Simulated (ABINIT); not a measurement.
Optical-spectrum calculation of CdS (part 2 of 2)

The same run, continued: CdS (P6₃mc, 4 atoms in the cell); Kohn-Sham DFT of a periodic cell, LDA, PseudoDojo NC SR LDA v0.4.1 standard, no spin polarisation (ABINIT 10.8.3); cutoff 1278.94 eV, 8×8×4 k-mesh, fixed occupations. The structure derives from an entry of the Crystallography Open Database.

Geometry of the input (Å; fractional positions):
```
4.1500  0.0000  0.0000
-2.0750  3.5940  0.0000
0.0000  0.0000  6.7370
Cd 0.6667  0.3333  0.5000
Cd 0.3333  0.6667  0.0000
S  0.6667  0.3333  0.8750
S  0.3333  0.6667  0.3750
```

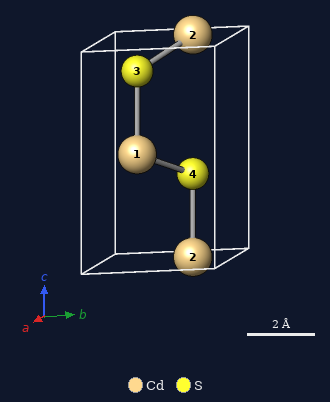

Fig. 1: The structure as given in the input (ball-and-stick view of the cell of the calculation, seen slightly off an axis; atoms are numbered from 1 in the order of the input).

**Output, continued**
```
--- !ResultsGS
iteration_state: {dtset: 1, }
comment   : Summary of ground state results
lattice_vectors:
- [  7.8423634,   0.0000000,   0.0000000, ]
- [ -3.9211817,   6.7916859,   0.0000000, ]
- [  0.0000000,   0.0000000,  12.7310849, ]
lattice_lengths: [   7.84236,    7.84236,   12.73108, ]
lattice_angles: [ 90.000,  90.000, 120.000, ] # degrees, (23, 13, 12)
lattice_volume:   6.7809411E+02
convergence: {deltae: -3.240E-12, res2:  8.375E-13, residm:  6.726E-11, diffor: null, }
etotal    :  -3.72776840E+02
entropy   :   0.00000000E+00
fermie    :   1.44118214E-01
cartesian_stress_tensor: # hartree/bohr^3
- [  1.23120061E-04,   0.00000000E+00,   0.00000000E+00, ]
- [  0.00000000E+00,   1.23120061E-04,   0.00000000E+00, ]
- [  0.00000000E+00,   0.00000000E+00,   1.03073428E-04, ]
pressure_GPa:  -3.4257E+00
xred      :
- [  6.6667E-01,   3.3333E-01,   5.0000E-01, Cd]
- [  3.3333E-01,   6.6667E-01,   0.0000E+00, Cd]
- [  6.6667E-01,   3.3333E-01,   8.7500E-01,  S]
- [  3.3333E-01,   6.6667E-01,   3.7500E-01,  S]
cartesian_forces: # hartree/bohr
- [  1.09870765E-27,   6.34339160E-28,  -1.19919740E-03, ]
- [ -1.09870765E-27,  -6.34339160E-28,  -1.19919740E-03, ]
- [ -2.74676914E-28,  -1.58584790E-28,   1.19919740E-03, ]
- [  2.74676914E-28,   1.58584790E-28,   1.19919740E-03, ]
force_length_stats: {min:   1.19919740E-03, max:   1.19919740E-03, mean:   1.19919740E-03, }
...

 Integrated electronic density in atomic spheres:
 ------------------------------------------------
 Atom  Sphere_radius  Integrated_density
    1        2.00000         17.15768929
    2        2.00000         17.15768929
    3        2.00000          3.87999797
    4        2.00000          3.87999797
================================================================================

 ----iterations are completed or convergence reached----

 Mean square residual over all n,k,spin=   12.961E-14; max=  67.262E-12
 reduced coordinates (array xred) for    4 atoms
       0.666666666667      0.333333333333      0.500000000000
       0.333333333333      0.666666666667      0.000000000000
       0.666666666667      0.333333333333      0.875000000000
       0.333333333333      0.666666666667      0.375000000000
 rms dE/dt=  8.8145E-03; max dE/dt=  1.5267E-02; dE/dt below (all hartree)
    1      -0.000000000000      0.000000000000      0.015266990598
    2       0.000000000000      0.000000000000      0.015266990598
    3       0.000000000000      0.000000000000     -0.015267177172
    4      -0.000000000000      0.000000000000     -0.015267177172

 cartesian coordinates (angstrom) at end:
    1      2.07499999859310     1.19800180777773     3.36849999771376
    2     -0.00000000000000     2.39600361555546     0.00000000000000
    3      2.07499999859310     1.19800180777773     5.89487499599908
    4     -0.00000000000000     2.39600361555546     2.52637499828532

 cartesian forces (hartree/bohr) at end:
    1      0.00000000000000     0.00000000000000    -0.00119919739778
    2     -0.00000000000000    -0.00000000000000    -0.00119919739778
    3     -0.00000000000000    -0.00000000000000     0.00119919739778
    4      0.00000000000000     0.00000000000000     0.00119919739778
 frms,max,avg= 6.9235694E-04 1.1991974E-03   0.000E+00  0.000E+00  7.327E-09 h/b

 cartesian forces (eV/Angstrom) at end:
    1      0.00000000000000     0.00000000000000    -0.06166520954769
    2     -0.00000000000000    -0.00000000000000    -0.06166520954769
    3     -0.00000000000000    -0.00000000000000     0.06166520954769
    4      0.00000000000000     0.00000000000000     0.06166520954769
 frms,max,avg= 3.5602425E-02 6.1665210E-02   0.000E+00  0.000E+00  3.768E-07 e/A
 length scales=  7.842363417200  7.842363417200 12.731084901600 bohr
              =  4.149999997186  4.149999997186  6.736999995428 angstroms
 Fermi (or HOMO) energy (hartree) =   0.14412   Average Vxc (hartree)=  -0.35847
 Eigenvalues (hartree) for nkpt=  20  k points:
 kpt#   1, nband= 26, wtk=  0.00781, kpt=  0.0000  0.0000  0.1250 (reduced coord)
  -3.57037   -3.57037   -2.14289   -2.14289   -2.14289   -2.14289   -2.14289   -2.14287
  -0.30601   -0.29087   -0.13714   -0.13657   -0.13657   -0.13366   -0.13366   -0.12172
  -0.12172   -0.11861   -0.11861   -0.10933   -0.01177    0.11786    0.11786    0.12914
   0.14412    0.14412
 prteigrs : prtvol=0 or 1, do not print more k-points.

--- !EnergyTerms
iteration_state     : {dtset: 1, }
comment             : Components of total free energy in Hartree
kinetic             :  1.30418893908246E+02
hartree             :  1.30768244839844E+02
xc                  : -5.44431500419918E+01
Ewald energy        : -1.97799265971564E+02
psp_core            :  4.91048907281880E+00
local_psp           : -3.97288091334072E+02
non_local_psp       :  1.06560392084949E+01
total_energy        : -3.72776840318224E+02
total_energy_eV     : -1.01437745854556E+04
band_energy         : -4.28042361611500E+01
...

 Cartesian components of stress tensor (hartree/bohr^3)
  sigma(1 1)=  1.23120061E-04  sigma(3 2)=  0.00000000E+00
  sigma(2 2)=  1.23120061E-04  sigma(3 1)=  0.00000000E+00
  sigma(3 3)=  1.03073428E-04  sigma(2 1)=  0.00000000E+00

-Cartesian components of stress tensor (GPa)         [Pressure= -3.4257E+00 GPa]
- sigma(1 1)=  3.62231727E+00  sigma(3 2)=  0.00000000E+00
- sigma(2 2)=  3.62231726E+00  sigma(3 1)=  0.00000000E+00
- sigma(3 3)=  3.03252494E+00  sigma(2 1)=  0.00000000E+00

================================================================================
== DATASET  2 ==================================================================

--- !DatasetInfo
iteration_state: {dtset: 2, }
dimensions: {natom: 4, nkpt: 20, mband: 36, nsppol: 1, nspinor: 1, nspden: 1, mpw: 10457, }
cutoff_energies: {ecut:  47.0, pawecutdg:  -1.0, }
electrons: {nelect:   5.20000000E+01, charge:   0.00000000E+00, occopt:   1.00000000E+00, tsmear:   1.00000000E-02, }
meta: {optdriver: 0, ionmov: 0, optcell: 0, iscf: -2, paral_kgb: 0, }
...

 mkfilename : getden/=0, take file _DEN from output of DATASET   1.

 Exchange-correlation functional for the present dataset will be:
  LDA: Perdew-Wang 92 LSD fit to Ceperley-Alder data - ixc=7
  J.P.Perdew and Y.Wang, PRB 45, 13244 (1992)

 Real(R)+Recip(G) space primitive vectors, cartesian coordinates (Bohr,Bohr^-1):
 R(1)=  7.8423634  0.0000000  0.0000000  G(1)=  0.1275126  0.0736194  0.0000000
 R(2)= -3.9211817  6.7916859  0.0000000  G(2)=  0.0000000  0.1472388  0.0000000
 R(3)=  0.0000000  0.0000000 12.7310849  G(3)=  0.0000000  0.0000000  0.0785479
 Unit cell volume ucvol=  6.7809411E+02 bohr^3
 Angles (23,13,12)=  9.00000000E+01  9.00000000E+01  1.20000000E+02 degrees

 getcut: wavevector=  0.0000  0.0000  0.0000  ngfft=  50  50  80
         ecut(hartree)=     47.000   => boxcut(ratio)=   2.03615
--------------------------------------------------------------------------------

================================================================================
 Non-SCF case, kpt    1 (  0.00000  0.00000  0.12500), residuals and eigenvalues=
  8.39E-13  1.95E-13  1.35E-13  9.90E-14  9.54E-14  9.53E-14  9.87E-14  1.09E-13
  9.12E-13  1.93E-13  7.15E-13  4.20E-13  4.86E-13  5.07E-13  4.52E-13  7.08E-13
  8.86E-13  6.64E-13  4.78E-13  7.89E-13  4.23E-13  8.27E-13  7.39E-13  2.80E-13
  2.69E-13  2.12E-13  6.07E-13  4.01E-13  5.61E-13  1.45E-13  3.50E-13  9.14E-13
  7.52E-13  1.78E-12  1.89E-08  4.19E-05
 -3.5704E+00 -3.5704E+00 -2.1429E+00 -2.1429E+00 -2.1429E+00 -2.1429E+00
 -2.1429E+00 -2.1429E+00 -3.0601E-01 -2.9087E-01 -1.3714E-01 -1.3657E-01
 -1.3657E-01 -1.3366E-01 -1.3366E-01 -1.2172E-01 -1.2172E-01 -1.1861E-01
 -1.1861E-01 -1.0933E-01 -1.1766E-02  1.1786E-01  1.1786E-01  1.2914E-01
  1.4412E-01  1.4412E-01  1.9229E-01  2.3938E-01  3.7621E-01  3.7621E-01
  3.8164E-01  4.1163E-01  4.1387E-01  4.1387E-01  5.0700E-01  5.0726E-01
 prteigrs : prtvol=0 or 1, do not print more k-points.

--- !ResultsGS
iteration_state: {dtset: 2, }
comment   : Summary of ground state results
lattice_vectors:
- [  7.8423634,   0.0000000,   0.0000000, ]
- [ -3.9211817,   6.7916859,   0.0000000, ]
- [  0.0000000,   0.0000000,  12.7310849, ]
lattice_lengths: [   7.84236,    7.84236,   12.73108, ]
lattice_angles: [ 90.000,  90.000, 120.000, ] # degrees, (23, 13, 12)
lattice_volume:   6.7809411E+02
convergence: {deltae:  0.000E+00, res2:  0.000E+00, residm:  9.998E-13, diffor:  0.000E+00, }
etotal    :  -3.72776840E+02
entropy   :   0.00000000E+00
fermie    :   1.44118214E-01
cartesian_stress_tensor: null
pressure_GPa: null
xred      :
- [  6.6667E-01,   3.3333E-01,   5.0000E-01, Cd]
- [  3.3333E-01,   6.6667E-01,   0.0000E+00, Cd]
- [  6.6667E-01,   3.3333E-01,   8.7500E-01,  S]
- [  3.3333E-01,   6.6667E-01,   3.7500E-01,  S]
cartesian_forces: null
force_length_stats: {min: null, max: null, mean: null, }
...

 Integrated electronic density in atomic spheres:
 ------------------------------------------------
 Atom  Sphere_radius  Integrated_density
    1        2.00000         17.15768929
    2        2.00000         17.15768929
    3        2.00000          3.87999797
    4        2.00000          3.87999797
================================================================================

 ----iterations are completed or convergence reached----

 Mean square residual over all n,k,spin=   51.488E-14; max=  99.984E-14
 reduced coordinates (array xred) for    4 atoms
       0.666666666667      0.333333333333      0.500000000000
       0.333333333333      0.666666666667      0.000000000000
       0.666666666667      0.333333333333      0.875000000000
       0.333333333333      0.666666666667      0.375000000000

 cartesian coordinates (angstrom) at end:
    1      2.07499999859310     1.19800180777773     3.36849999771376
    2     -0.00000000000000     2.39600361555546     0.00000000000000
    3      2.07499999859310     1.19800180777773     5.89487499599908
    4     -0.00000000000000     2.39600361555546     2.52637499828532
 length scales=  7.842363417200  7.842363417200 12.731084901600 bohr
              =  4.149999997186  4.149999997186  6.736999995428 angstroms
 Eigenvalues (hartree) for nkpt=  20  k points:
 kpt#   1, nband= 36, wtk=  0.00781, kpt=  0.0000  0.0000  0.1250 (reduced coord)
  -3.57037   -3.57037   -2.14289   -2.14289   -2.14289   -2.14289   -2.14289   -2.14287
  -0.30601   -0.29087   -0.13714   -0.13657   -0.13657   -0.13366   -0.13366   -0.12172
  -0.12172   -0.11861   -0.11861   -0.10933   -0.01177    0.11786    0.11786    0.12914
   0.14412    0.14412    0.19229    0.23938    0.37621    0.37621    0.38164    0.41163
   0.41387    0.41387    0.50700    0.50726
 prteigrs : prtvol=0 or 1, do not print more k-points.

================================================================================
== DATASET  3 ==================================================================

--- !DatasetInfo
iteration_state: {dtset: 3, }
dimensions: {natom: 4, nkpt: 20, mband: 32, nsppol: 1, nspinor: 1, nspden: 1, mpw: 10457, }
cutoff_energies: {ecut:  47.0, pawecutdg:  -1.0, }
electrons: {nelect:   5.20000000E+01, charge:   0.00000000E+00, occopt:   1.00000000E+00, tsmear:   1.00000000E-02, }
meta: {optdriver: 8, wfk_task: 7, }
...

 mkfilename : getwfk/=0, take file _WFK from output of DATASET   2.

 Exchange-correlation functional for the present dataset will be:
  LDA: Perdew-Wang 92 LSD fit to Ceperley-Alder data - ixc=7
  J.P.Perdew and Y.Wang, PRB 45, 13244 (1992)

--------------------------------------------------------------------------------

 Computation of velocity matrix elements (DDK)

 Parameters extracted from the Abinit header:
    ecut:     47.0
    nkpt:    256
    mband:   36
    nsppol:  1
    nspinor: 1
    useylm:  0
    inclvkb: 2
    bmin: 1, bmax: 36
    Computing diagonal and off-diagonal matrix elements
    Between band index bmin: 1, bmax: 36

== END DATASET(S) ==============================================================
================================================================================

 -outvars: echo values of variables after computation  --------
            acell      7.8423634172E+00  7.8423634172E+00  1.2731084902E+01 Bohr
           etotal1    -3.7277684032E+02
           etotal3     0.0000000000E+00
            fcart1     1.0987076543E-27  6.3433915995E-28 -1.1991973978E-03
                      -1.0987076543E-27 -6.3433915995E-28 -1.1991973978E-03
                      -2.7467691357E-28 -1.5858478999E-28  1.1991973978E-03
                       2.7467691357E-28  1.5858478999E-28  1.1991973978E-03
            fcart3     0.0000000000E+00  0.0000000000E+00  0.0000000000E+00
                       0.0000000000E+00  0.0000000000E+00  0.0000000000E+00
                       0.0000000000E+00  0.0000000000E+00  0.0000000000E+00
                       0.0000000000E+00  0.0000000000E+00  0.0000000000E+00
            rprim      1.0000000000E+00  0.0000000000E+00  0.0000000000E+00
                      -5.0000000000E-01  8.6602540380E-01  0.0000000000E+00
                       0.0000000000E+00  0.0000000000E+00  1.0000000000E+00
           strten1     1.2312006146E-04  1.2312006120E-04  1.0307342784E-04
                       0.0000000000E+00  0.0000000000E+00  0.0000000000E+00
           strten3     0.0000000000E+00  0.0000000000E+00  0.0000000000E+00
                       0.0000000000E+00  0.0000000000E+00  0.0000000000E+00
           xangst      2.0749999986E+00  1.1980018078E+00  3.3684999977E+00
                      -8.1421037665E-17  2.3960036156E+00  0.0000000000E+00
                       2.0749999986E+00  1.1980018078E+00  5.8948749960E+00
                      -8.1421037665E-17  2.3960036156E+00  2.5263749983E+00
             xred      6.6666666667E-01  3.3333333333E-01  5.0000000000E-01
                       3.3333333333E-01  6.6666666667E-01  0.0000000000E+00
                       6.6666666667E-01  3.3333333333E-01  8.7500000000E-01
                       3.3333333333E-01  6.6666666667E-01  3.7500000000E-01
 Calculation completed.
```

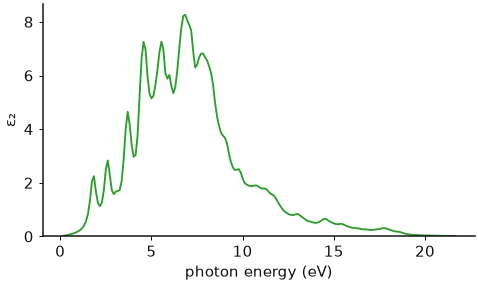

Fig. 2: Imaginary part of the dielectric function (first component that the program prints). The highest peak, 8.3, lies at 6.86 eV.

**Summary**

```csv
quantity,value
outcome,converged
space group (tolerance 0.01 Å),P6₃mc (186)
electrons treated,52
free energy,−10143.7746 eV
Fermi energy,3.922 eV
pressure,−3.43 GPa
largest force (length of the vector),0.062 eV/Å
wall time,3.8 min (CPU time 15 min)
peak memory,2 GiB
```

**Remarks**

The record of the run, not the program, notes: Slow version without MPI-IO support. Processors send data to master. Points of doubt noted for this run: second order with scissor.
